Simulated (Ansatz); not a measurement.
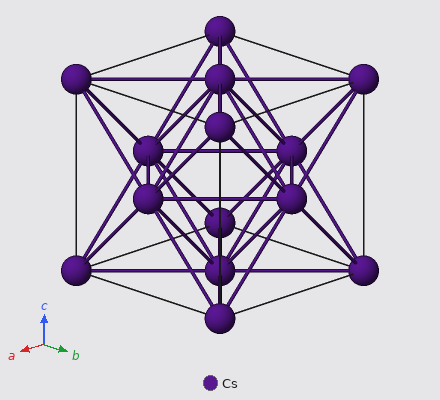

Cs (Fm-3m, No. 225): the end point of a relaxation with DFT, LDA (PW92), plane waves (420 eV) with PAW, scalar-relativistic in Ansatz 0.2.0; the starting structure was generated, so it need not be a known form of this composition.

```cif
data_structure
_symmetry_space_group_name_H-M 'Fm-3m'
_symmetry_Int_Tables_number 225
_cell_length_a 7.2729
_cell_length_b 7.2729
_cell_length_c 7.2729
_cell_angle_alpha 90.000
_cell_angle_beta 90.000
_cell_angle_gamma 90.000
_cell_volume 384.69
loop_
_atom_site_label
_atom_site_type_symbol
_atom_site_symmetry_multiplicity
_atom_site_Wyckoff_symbol
_atom_site_fract_x
_atom_site_fract_y
_atom_site_fract_z
_atom_site_occupancy
Cs1 Cs 4 a 0.00000 0.00000 0.00000 1
```

**What will a Z-contrast image along [221] show? Simulation: incoherent imaging, intensity Z^1.7 per atom, probe width 1.20 Å, thin sample. Shot noise and the speckle of an amorphous layer were added.**

The columns repeat on a centred rectangular net of 1.71 × 5.14 Å (plane group c2mm). All columns are alike (Cs). The shortest distance between visible columns is 1.71 Å in projection. Along the beam the structure repeats every 21.82 Å.

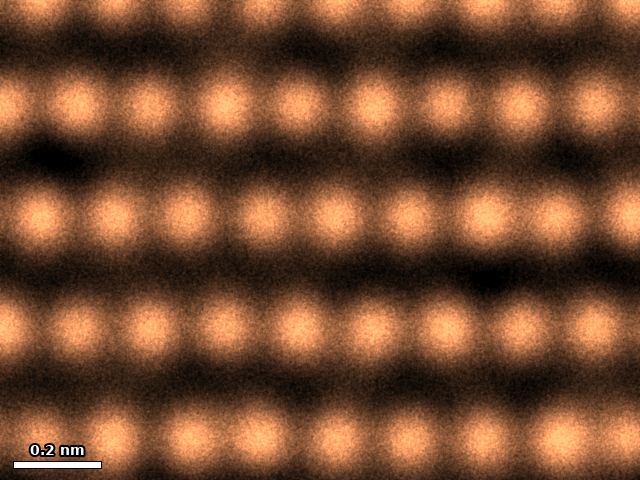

The simulated image.
